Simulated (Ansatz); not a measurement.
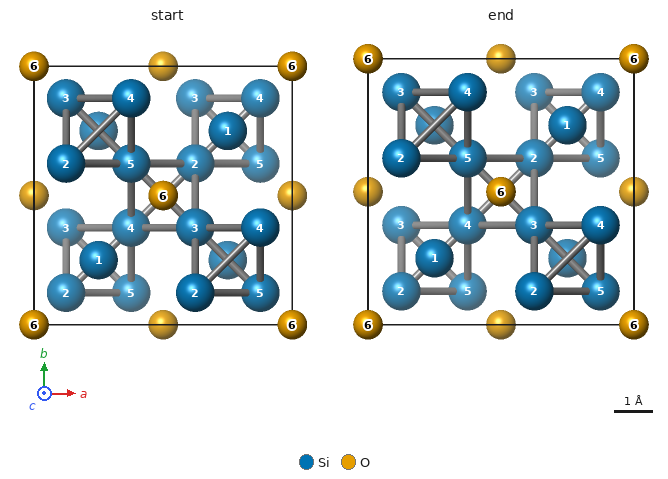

The structure of a crystal of Si5O (a generated structure, set up in F-43m) (coarse preliminary run) before (left) and after (right) a relaxation, at one scale.

A ball-and-stick model of the conventional cell (4 times the calculation's cell), seen along the c axis. Lengths and directions refer to the drawn axes.

Level of theory: DFT PBE, scalar-relativistic, plane waves, PAW in Ansatz 0.2.0. (plane-wave cutoff 420 eV; k-point mesh 4 × 4 × 4; occupations gaussian; smearing width 0.1 eV; no spin polarisation; cell and atoms relaxed; force threshold 0.04 eV/Å; at most 70 steps)

Summarise the run.

The largest moves relative to the cell, 0.022 Å, are those of Si2, Si3, Si4 and Si5. Si4 goes along [−1 −1 −1]. O stays in place. The drawn cell changes as follows: a = b = c 6.830 → 7.031 Å (+2.9 %); the volume changes by +9.1 %. Among the contacts that change: Si2–Si3 2.394 → 2.501 Å, Si2–Si3 (another image) 2.436 → 2.471 Å. The space group stays F-43m (No. 216). After 3 accepted moves (4 points after the start) the energy has fallen by 41.9 meV per atom. Largest force component: 0.48 eV/Å at the start, 0.002 eV/Å at the end. The pressure goes from 10.28 to 0.21 GPa. At 1 point the geometry stayed and the basis and grid were re-selected for the new cell (energy shift of 2.0 meV per atom at most each time). Cost: 17 s on 1 thread of Intel(R) Xeon(R) Processor @ 2.50GHz (Skylake/Cascade Lake), with other jobs on the host, peak memory 0.33 GiB.
